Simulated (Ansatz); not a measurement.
MoS₂. A set of calculations on one system.

Space group R3m; the calculation finds a residual pressure of about −2 GPa at this fixed cell.

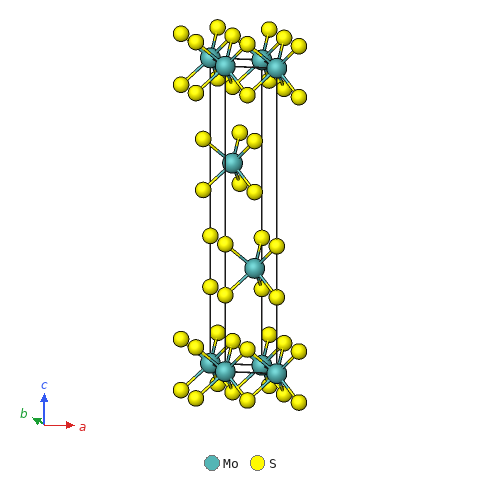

The conventional cell.

Input

```
crystal:
  lattice:
    - [-1.58, 2.7366402759, 0.0]
    - [-3.16, 0.0, 0.0]
    - [-1.58, 0.9122134253, 6.15]
  atoms:
    - { symbol: Mo, position: [0.0, 0.0, 0.0] }
    - { symbol: S, position: [0.75, 0.75, 0.75] }
    - { symbol: S, position: [0.583, 0.583, 0.251] }
basis:
  ecutwfc: 500
  fft_grid_basis: typed
kpoints:
  mp_grid: { grid: [12, 12, 10] }
hamiltonian:
  xc: lda
  pseudopotentials: { kind: paw }
scf:
  occupations: { method: gaussian, width: 0.05 }
output:
  forces: true
  stress: true
  eigenvalues: true
  bader: true
  write_density: true
  volumetric_format: npy
  elf: true
```

Launched as:

```sh
ansatz run input.yaml --threads 2 --pin off --max-ram 4096MiB --backend cpu --events-out ev --progress --plain --runs-dir out
```

The picture shows the conventional cell (a = 3.16 Å, b = 3.16 Å, c = 18.45 Å, α = 90.00°, β = 90.00°, γ = 120.00°).

All numbers below come from Ansatz, DFT LDA, scalar-relativistic, plane waves, PAW.

Core electrons are frozen (PAW), so the maps are meaningful between the atoms, not at the nuclei.

### 1. Bonding charge

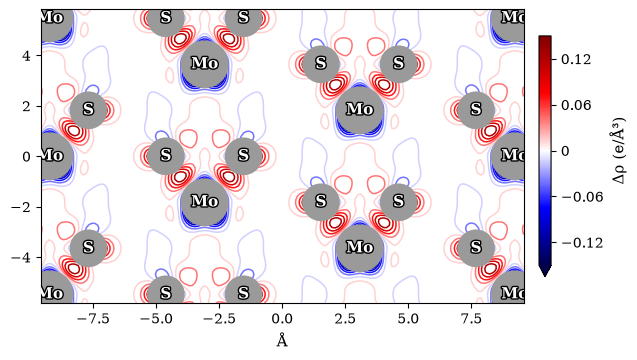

Density of the crystal less the sum of free-atom densities: a map on the (110) plane of the conventional cell, with grey discs over the atomic cores. Cores are masked to 1.0 Å (Mo) and 0.7 Å (S).

Describe the bonding charge.

Answer. Mo–S (2.39 Å): Δρ is +0.12 e/Å³ at the midpoint, with a peak of 0.14 e/Å³ 1.0 Å from S: bond charge of a polar bond.
Mo–Mo (3.16 Å): Δρ is +0.03 e/Å³ at the midpoint (this contact isn't in the plane drawn).
Over the whole cell, outside the masked cores, the largest gain, 0.14 e/Å³, lies 1.0 Å from a sulfur nucleus and 1.4 Å from a molybdenum one, and the largest loss lies at the edge of the masked core of Mo.
The rearranged charge, half the integral of |Δρ|, is about 0.25 e an atom.
Bader charges: Mo +1.17 and S −0.58 e.

### 2. States by energy

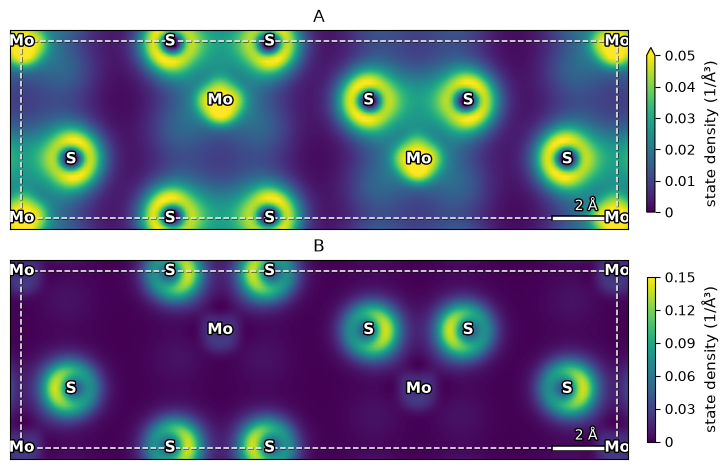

MoS₂: densities of the states in two energy windows, on the (110) plane of the conventional cell.

Match the panels to the energy ranges (zero at the valence-band maximum): −15.1 to −12.6 eV and −7.1 to −4.7 eV.

Answer. Panel A: −7.1 to −4.7 eV, the lower third of the upper valence band, mainly S 3p (65 %) and Mo 4d (30 %).
Panel B: −15.1 to −12.6 eV, a separate group of bands (semicore or deep states), mainly S 3s (75 %) and Mo 4d (10 %).
The characters are Löwdin shares on a minimal set of atomic orbitals.

### 3. Moving an atom

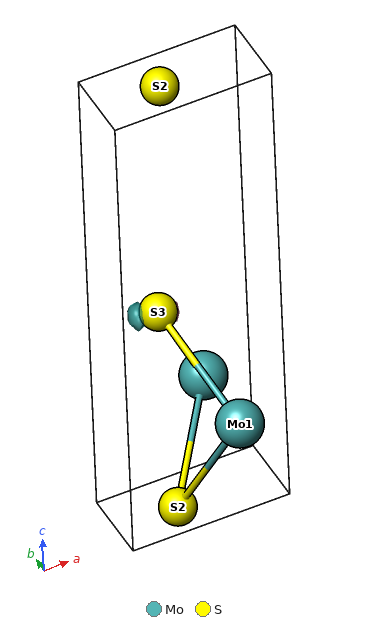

MoS₂: one atom of the 3-atom cell (and its periodic copies) was moved a little. Density after less density before, teal at +0.3 and pink at −0.3 e/Å³, seen slightly off an axis; cell a = 3.16 Å, b = 3.16 Å, c = 6.41 Å, α = 75.74°, β = 75.74°, γ = 60.00°. The lobes lie largely inside the PAW sphere, where the density is a smoothed one.

Which atom moved, and which way?

Answer. S3 moved towards the teal lobe, to the right in the picture. In the run the shift was 0.15 Å along [2 −1 0] in the axes of the cell drawn.

What restoring force does the calculation give for this move?

Answer. The force on it changes by 1.35 eV/Å along the move, against it: a stiffness of about 9 eV/Å² for this sublattice shift.

### 4. Change of volume

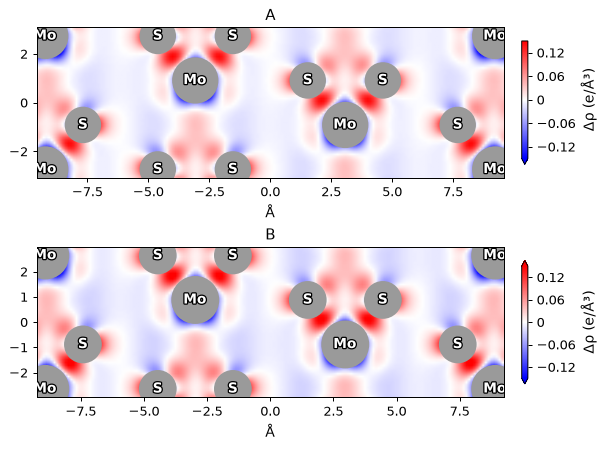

MoS₂: deformation density on the (110) plane of the conventional cell at two volumes, with the same fractional coordinates and one colour scale. Grey discs cover the cores. Panel B has 90 % of the volume of panel A.

How do bonds, bonding charge and pressure respond to this change of volume?

Answer. The pressure is −2 GPa in A and 18 GPa in B. Bader charges in A: Mo +1.17 and S −0.58 e; in B: Mo +1.14 and S −0.57 e. The rearranged charge is 0.25 e an atom in A and 0.25 e in B. The scaled cell isn't relaxed: forces reach 2.1 eV/Å.

### 5. Putting it together

Charge passes from Mo (Pauling electronegativity 2.16) to S (2.58), the direction that the scale predicts; the Bader charges fall short of whole formal charges, as they usually do. The two pressures give a mean stiffness −ΔP/Δln V of about 192 GPa over this range, with the atoms held at their fractional positions.
